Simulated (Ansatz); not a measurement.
# ZnS: single-point calculation

The run: single-point calculation of ZnS (Cm, 2 atoms in the cell). Method and program: DFT r2SCAN, scalar-relativistic, plane waves, PAW, no spin polarisation (Ansatz 0.2.0).

The structure derives from an entry of the Crystallography Open Database. It belongs to a series of runs on one base structure; here: atom 1 (Zn) moved by (-0.150, -0.150) A along x and y. Figures and captions count atoms from 1; the log counts them from 0 in places.

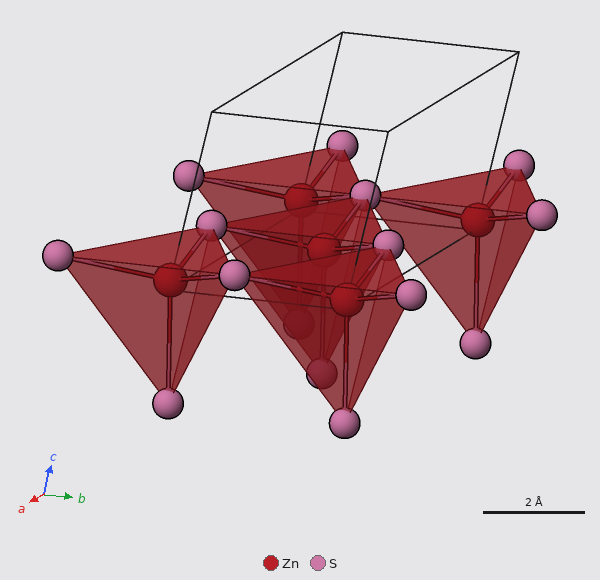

**Figure 1.** The structure as given in the input (polyhedral view of the cell 2 times as large as that of the calculation, set on its symmetry axes, seen slightly off an axis; polyhedra are completed across the faces of the cell). An atom can appear more than once, as a periodic image.

**Results in brief**

- outcome: converged
- space group (tolerance 0.01 Å): Cm (8)
- electrons treated: 18
- free energy: −4233.3164 eV
- Fermi energy: 6.861 eV
- gap on the k-point mesh: 2.57 eV
- pressure: 0.69 GPa
- largest force (length of the vector): 1.402 eV/Å
- hardware: 1 thread of Intel Xeon @ 2.50GHz (Skylake/Cascade Lake), 189 GiB of memory available, shared host
- wall time: 27 s
- peak memory: 0.55 GiB

**The input**
```yaml
crystal:
  lattice:
    - [0.0, 2.70465, 2.70465]
    - [2.70465, 0.0, 2.70465]
    - [2.70465, 2.70465, 0.0]
  atoms:
    - { symbol: Zn, position: [0.0, 0.0, -0.055460041] }
    - { symbol: S, position: [0.75, 0.75, 0.75] }
basis:
  ecutwfc: 500
kpoints:
  mp_grid: { grid: [8, 8, 8] }
hamiltonian:
  xc: r2scan
scf:
  occupations: { method: gaussian, width: 0.05 }
output:
  forces: true
  stress: true
  eigenvalues: true
```

Run as:
```bash
ansatz run input.yaml --threads 1 --pin off --max-ram 2560MiB --backend cpu --events-out ev --progress --plain --runs-dir out
```

**What the program printed**
```
Engine: ansatz 0.2.0, x86_64-unknown-linux-gnu
Pseudopotentials: kind: paw
Pseudopotential: Zn, paw, valence charge 12, recommended cutoff 500 eV (meta_gga), Zn.paw.azcp
Pseudopotential: S, paw, valence charge 6, recommended cutoff 500 eV (meta_gga), S.paw.azcp
Functional definition: r2SCAN
  parameter k0 = 0.174
  parameter k1 = 0.065
  parameter a1 = 4.9479
  exchange = r2scan_x(k0 = k0, k1 = k1, a1 = a1)
  correlation = r2scan_c
Crystal: 2 atoms, lattice volume = 39.570 Å³
Basis set: ecut = 500 eV, 965 PW (Γ), exchange–correlation on 120×120×120 points (64 copies of the dense FFT grid, shifted against one another)
Bands: 13, of which v1, the nominal top of the filled ones, is band 9 counted from 1 (8 counted from 0)
Symmetry: 2 space group operations
Space group: Cm (ITA 8), of the structure as read, at distance tolerance 3.4e-5 Å
k-points: 150 of 512 (time reversal used)
Non-local potential: Zn, projectors of the file, l = 0: 2, l = 1: 2, l = 2: 3, l = 3: 1
Non-local potential: S, projectors of the file, l = 0: 2, l = 1: 2, l = 2: 2
PAW form: soft (Blöchl's): semilocal exchange-correlation on the pseudo side does not see the compensation charge
PAW frozen core: Zn, regenerated for the run's functional (the file was generated under x = pbe(κ = 0.804, μ = 0.2195149727645171), c = pbe(β = 0.06672455060314922))
PAW frozen core: S, regenerated for the run's functional (the file was generated under x = pbe(κ = 0.804, μ = 0.2195149727645171), c = pbe(β = 0.06672455060314922))
PAW one-centre angular grid: Zn, 590 points (default); XC on 261 of its mesh's 2673 points in the sphere
PAW one-centre angular grid: S, 302 points (default); XC on 160 Gauss nodes
Initial density: superposition of atomic densities (neutral atoms: chi_scale 0, normalization atom), corrected by the library's trained network
Initial wavefunctions: pseudopotential atomic-orbital guess
Functional: x = r2scan, c = r2scan; τ floored in thin density (d = 2e-4 eV/Å³)
SCF iter   1: F=—  HF=-4233.318495 eV  |F-HF|=—  |Δ(HF+E_count)|=         —  Δρ=1.54e-2  dr2=4.65e-2  dr2_τ=7.12e-3  ethr=1.77e-3  ⟨swp⟩=5.5  Hψ=12100  notcnv=0
preconditioner: auto → none  [insulator: Δε(μ)=2.534 eV  Ē_g=13.079 eV  σ=0.050 eV  W_gap=1.00  n_scr=14 (ndim 8)  ℏωp=25.0 eV  f_vac=0.025  D(μ)=0.00/eV (n_scr^D=0)  ε∞_Penn≈4.7]
SCF iter   2: F=—  HF=-4233.321272 eV  |F-HF|=—  |Δ(HF+E_count)|=   2.78e-3  Δρ=4.59e-3  dr2=8.27e-3  dr2_τ=3.39e-4  ethr=2.58e-4  ⟨swp⟩=2.7  Hψ=5138  notcnv=0
SCF iter   3: F=—  HF=-4233.316136 eV  |F-HF|=—  |Δ(HF+E_count)|=   5.14e-3  Δρ=2.91e-3  dr2=1.38e-3  dr2_τ=8.61e-6  ethr=4.60e-5  ⟨swp⟩=2.0  Hψ=3750  notcnv=0
SCF iter   4: F=—  HF=-4233.316424 eV  |F-HF|=—  |Δ(HF+E_count)|=   2.88e-4  Δρ=2.18e-4  dr2=3.03e-5  dr2_τ=1.55e-6  ethr=7.67e-6  ⟨swp⟩=2.0  Hψ=4495  notcnv=0
SCF iter   5: F=—  HF=-4233.316415 eV  |F-HF|=—  |Δ(HF+E_count)|=   9.13e-6  Δρ=9.20e-5  dr2=3.06e-6  dr2_τ=3.70e-8  ethr=1.69e-7  ⟨swp⟩=2.0  Hψ=2353  notcnv=0
SCF iter   6: F=-4233.316415 eV  HF=-4233.316415 eV  |F-HF|=8.05e-9  |Δ(HF+E_count)|=   1.52e-7  Δρ=8.30e-6  dr2=1.79e-8  dr2_τ=2.34e-9  ethr=5.56e-10  ⟨swp⟩=3.4  Hψ=8580  notcnv=0
SCF 1 converged in 6 iterations: F = -4233.316415 eV  dr2 = 1.79e-8
  greatest PAW one-centre occupation: 0.984 electrons in one spin orbital (limit 2), on the Zn atom at site 0 (counted from 0), in its partial waves of l = 2
SCF converged after 6 iterations
Free energy (F): -4233.316415 eV
Harris-Foulkes:  -4233.316415 eV  (|F-HF|=8.05e-9)
Internal energy: -4233.316415 eV  (E = F + TS)
E sigma→0 (E₀):  -4233.316415 eV
Fermi energy:    6.860691 eV
--- Per-component energies (eV) ---
  E_band       = -3.987270
  E_kinetic    = 237.603879
  E_local      = -2052.307830  (includes V_loc(G=0)·N_el)
  E_nonlocal   = 646.455391
  E_hartree    = 860.411346
  E_xc         = -215.805488
  E_vxc        = -148.255716  (∫ρ·V_xc dr)
  E_paw        = -2459.710347  (= ΣΔE_a)
  E_vpaw       = -415.649843  (= ΣTr[D̂ρ^β])
  E_aug_tail   = -0.000061  (compensation charges beyond the density's cutoff)
  E_vtau       = 7.345834  (kinetic-family band-sum trace: ∫τ·v_τ [+ j·A + Jᵃ·Aᵃ] dr)
  E_ewald      = -1249.670919
  E_core_change = -0.292385  (= ΣΔE_core)
  E_smearing   = -0.000000  (= −TS)
  E_closure    = -0.000000  (closes the sum)
  Σ components = -4233.316415   (vs F -4233.316415, Δ=0.00e0)
--- Forces (eV/Å), atoms counted from 1 ---
  atom   1  Zn     0.91741790     0.91741790     0.53003411
  atom   2  S     -0.91743271    -0.91743271    -0.53004656
  max |Σ_I F_I| component: 1.48e-5 eV/Å
--- Stress (GPa, compression-positive) ---
        0.399971       1.895517       3.544200
        1.895517       0.399971       3.544200
        3.544200       3.544200       1.261802
  P = ⅓ Tr σ = 0.6872 GPa (6.872 kbar)
--- Band table (eV; the first three rows and the last of 150) ---
  k-point 0: bands = ["-8.2300", "-1.2489", "-1.0999", "-0.9399", "-0.5643", "-0.5569", "5.2138", "5.5143", "5.5759", "8.1455", "12.2762", "12.3985", "12.5819"]
  k-point 1: bands = ["-8.1185", "-1.2324", "-1.0921", "-0.9305", "-0.5640", "-0.5541", "4.5263", "5.0972", "5.4082", "8.8668", "12.2535", "12.4213", "12.8205"]
  k-point 2: bands = ["-7.8296", "-1.1941", "-1.0779", "-0.8649", "-0.5583", "-0.5418", "2.8329", "4.8106", "5.1753", "9.2969", "12.5346", "12.8542", "13.1627"]
  k-point 149: bands = ["-7.2246", "-0.8815", "-0.8441", "-0.5971", "-0.5552", "-0.4448", "-0.1722", "4.2866", "4.7049", "9.5531", "12.7188", "13.4218", "14.9725"]
```

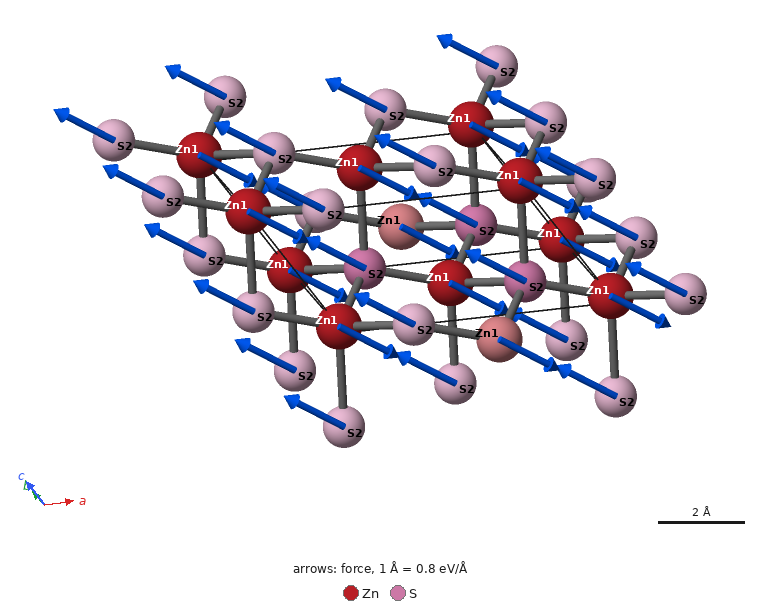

**Figure 2.** Forces on the atoms as blue arrows (ball-and-stick view of the cell 2 times as large as that of the calculation, set on its symmetry axes, seen at an oblique angle; neighbours outside the cell are drawn fainter; atoms are numbered from 1 in the order of the input). The largest act on S2 (1.40 eV/Å); Zn1 (1.40 eV/Å). The geometry is not a stationary point of this energy.
